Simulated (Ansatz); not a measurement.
ZrO₂ (space group P4_2/nmc, No. 137). Coordinates: a calculation's input that goes back to an entry of the Crystallography Open Database (an earlier step may have relaxed or displaced it).

```
CELL_PARAMETERS angstrom
3.58448 0.00000 0.00000
0.00000 3.58448 0.00000
0.00000 0.00000 5.17711
ATOMIC_POSITIONS crystal
Zr 0.00000 0.00000 0.00000
Zr 0.50000 0.50000 0.50000
O 0.00000 0.50000 0.20148
O 0.00000 0.50000 0.70148
O 0.50000 0.00000 0.29852
O 0.50000 0.00000 0.79852
```

Bonds are taken as O–Zr below 2.7 Å. Atoms with one bond or none are removed and atoms with two bonds are replaced by edges, until no such atom is left.

Derive the underlying net.

The result is a binodal (4,8)-connected, three-periodic net: O is a 4-connected node; Zr is an 8-connected node, in the ratio 2:1. It is the flu net, known from fluorite. It is a single net, without interpenetration.

| node | links | point symbol | coordination sequence |
| --- | --- | --- | --- |
| O | 4 | 4⁶ | 4 22 24 82 |
| Zr | 8 | 4¹²·6¹²·8⁴ | 8 12 48 42 |

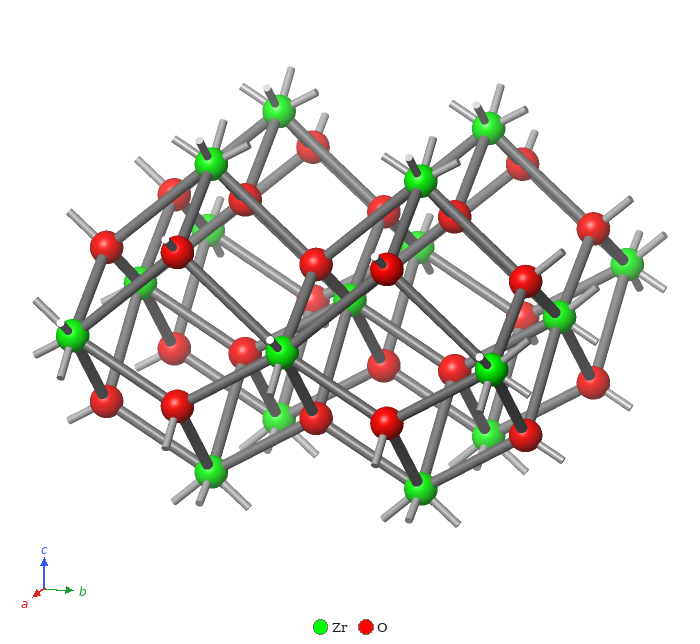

Nodes are coloured by element. Edges to nodes outside the piece are drawn as stubs.
